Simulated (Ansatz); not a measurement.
Consider Si$_{32}$C (cell with a defect).

The calculation's input:

```
crystal:
  lattice:
    - [5.4700937543, 5.4700937543, -5.4700937543]
    - [-5.4700937543, 5.4700937543, 5.4700937543]
    - [5.4700937543, -5.4700937543, 5.4700937543]
  atoms:
    - { symbol: Si, position: [0.5, 0.75, 1.0] }
    - { symbol: Si, position: [0.25, 0.75, 0.25] }
    - { symbol: Si, position: [0.0, 0.75, 0.5] }
    - { symbol: Si, position: [0.5, 1.0, 0.75] }
    - { symbol: Si, position: [0.7392953792, 0.7425304397, 0.7415467456] }
    - { symbol: Si, position: [0.2487867117, 1.0040389804, 0.9993661243] }
    - { symbol: Si, position: [0.0080257221, -0.0042264621, 0.2569371184] }
    - { symbol: Si, position: [0.5, 0.25, 0.5] }
    - { symbol: Si, position: [0.75, 0.0, 0.5] }
    - { symbol: Si, position: [0.25, 0.25, 0.75] }
    - { symbol: Si, position: [-0.0145972079, 0.2482015884, -0.0163047475] }
    - { symbol: Si, position: [0.5, 0.5, 0.25] }
    - { symbol: Si, position: [0.75, 0.25, 0.25] }
    - { symbol: Si, position: [0.25, 0.5, 0.5] }
    - { symbol: Si, position: [0.0, 0.5, 0.75] }
    - { symbol: Si, position: [0.75, 0.5, 0.0] }
    - { symbol: Si, position: [0.25, 0.5, 0.75] }
    - { symbol: Si, position: [0.0, 0.5, 0.0] }
    - { symbol: Si, position: [0.75, 0.5, 0.25] }
    - { symbol: Si, position: [0.25, 0.75, 0.5] }
    - { symbol: Si, position: [0.5, 0.5, 0.5] }
    - { symbol: Si, position: [-0.0039186991, 0.7522605631, 0.7558384078] }
    - { symbol: Si, position: [0.7454991526, 0.7458754945, -0.0066718964] }
    - { symbol: Si, position: [0.2479014736, 0.0126769571, 0.2524962578] }
    - { symbol: Si, position: [0.5, 0.75, 0.25] }
    - { symbol: Si, position: [0.0, 0.0, 0.5] }
    - { symbol: Si, position: [0.7538586527, 0.0044191085, 0.7574716334] }
    - { symbol: Si, position: [0.2568602544, 0.2459176769, -0.0033776361] }
    - { symbol: Si, position: [0.5, 0.0, 0.0] }
    - { symbol: Si, position: [0.0022824595, 0.2624759682, 0.2567978451] }
    - { symbol: Si, position: [0.75, 0.25, 0.5] }
    - { symbol: Si, position: [0.5, 0.25, 0.75] }
    - { symbol: C, position: [-0.0037889867, -0.0036869775, -0.0021397292] }
  host:
    lattice:
      - [0.0, 2.7350468771, 2.7350468771]
      - [2.7350468771, 0.0, 2.7350468771]
      - [2.7350468771, 2.7350468771, 0.0]
    atoms:
      - { symbol: Si, position: [0.75, 0.75, 0.75] }
      - { symbol: Si, position: [0.5, 0.5, 0.5] }
basis:
  ecutwfc: 420
  xc_grid: 2
kpoints:
  mp_grid: { grid: [3, 3, 3], shift: [0.0, 0.0, 0.0] }
hamiltonian:
  xc: pbe
scf:
  occupations: { method: gaussian, width: 0.01 }
output:
  forces: true
  stress: false
  eigenvalues: true
  charged_corrections:
    defect_position: [0.0, 0.0, 0.0]
    epsilon: [[12.9823, 0.0, 0.0], [0.0, 12.9823, 0.0], [0.0, 0.0, 12.9823]]
  write_density: true
  write_potential: true
  elf: true
  volumetric_format: npy
relax:
  adjacent_minimum: "off"
  f_tol: 0.025
  max_steps: 45
```

Command:

```sh
ansatz run input.yaml --threads 4 --pin off --max-ram 8192MiB --backend cpu --events-out ev --progress --plain --runs-dir out
```

The fields are those of the relaxed geometry.

Theory: DFT PBE, scalar-relativistic, plane waves, PAW (Ansatz).

Q: What will maps of the valence pseudo-density and electron localisation function show?

A: Si–C (1.75 Å): ρ at the midpoint is about 1.1 e/Å³; the ELF peaks at about 0.90 between the atoms.
Si–Si (2.29 Å): ρ at the midpoint is about 0.62 e/Å³; the ELF peaks at about 0.95 between the atoms.
Si–Si (2.38 Å): ρ is about 0.55 e/Å³ halfway; the ELF peaks at about 0.95 between the atoms.

Q: Does the calculation give a band gap?

A: It is metallic or semimetallic at this level of theory: no gap opens.

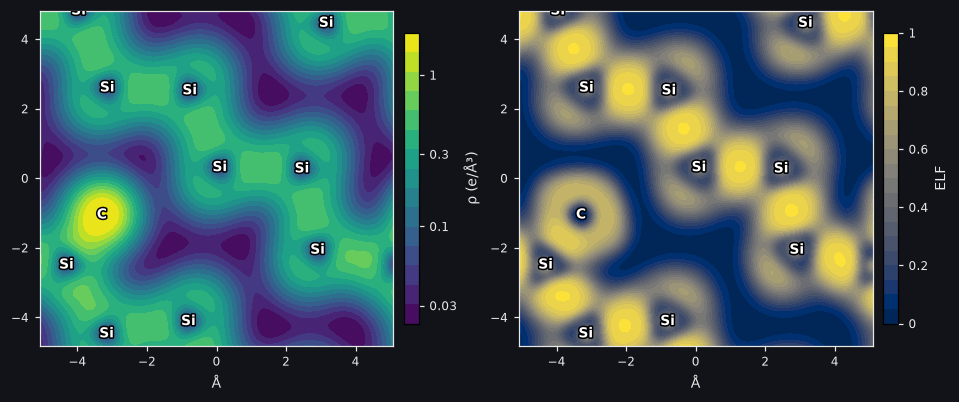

Computed valence pseudo-density and electron localisation function on the (100) plane of the calculation cell, in this order. 

The density is the valence pseudo-density of a PAW calculation; it isn't the true density close to the nuclei.
